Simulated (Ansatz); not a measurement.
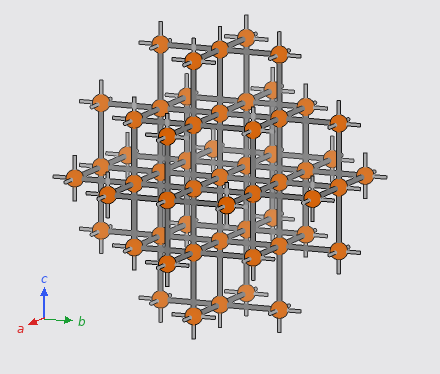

A cut-out of a periodic net derived from a crystal structure. Nodes are coloured by topological kind. Short stubs are edges that leave the cut-out.

> Classify the net: periodicity, connectivity, name.

A uninodal 6-connected, three-periodic net. It is the pcu net, known from NaCl, ReO3 and the B-X framework of perovskite.

> Give point symbol and coordination sequence.

4^12.6^3, sequence 6, 18, 38, 66, 102, 146.

Where the net comes from. System PbO (space group Fm-3m, No. 225); source of the atomic positions: the input geometry of an electronic-structure calculation (not necessarily at equilibrium); the starting structure was generated, so it need not be a known form of this composition. Bonds are taken as O–Pb below 2.9 Å. The graph is simplified in the usual way: terminal and isolated atoms are pruned, two-connected atoms become edges. Pb and O are 6-connected nodes.
